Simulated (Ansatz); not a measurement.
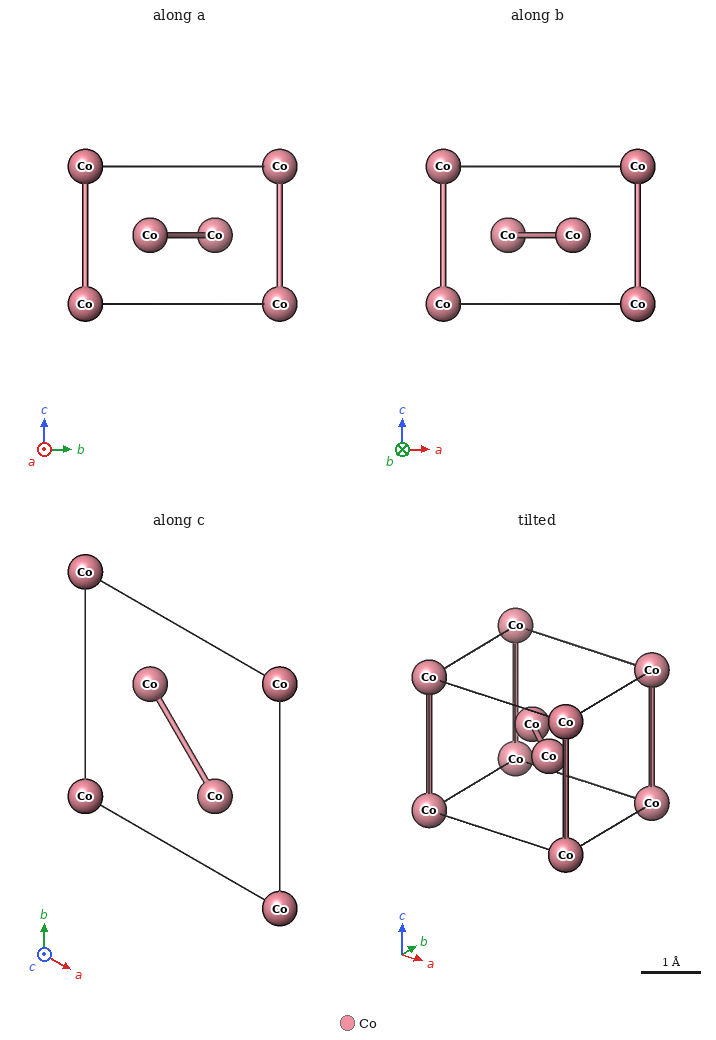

A ball-and-stick rendering, viewed along the a axis, along the b axis, along the c axis and slightly off an axis. The conventional unit cell is outlined; an atom on or near a face, edge or corner is repeated at each equivalent position.

Lattice parameters: a = 3.855 Å, b = 3.855 Å, c = 2.361 Å, α = 90.00°, β = 90.00°, γ = 120.00°. Put a along x and b in the xy plane.

> Write down what is shown as a POSCAR file.

```
Co
1.0
     3.855    0.000    0.000
    -1.927    3.338    0.000
     0.000    0.000    2.361
Co
3
Direct
  0.0000 0.0000 0.0000
  0.3333 0.6667 0.5000
  0.6667 0.3333 0.5000
```

Its origin is a structure type filled with this element by a generator (whether the element takes this form wasn't checked). Relaxation method: DFT, PBEsol, plane waves (420 eV) with PAW, scalar-relativistic (Ansatz 0.2.0).
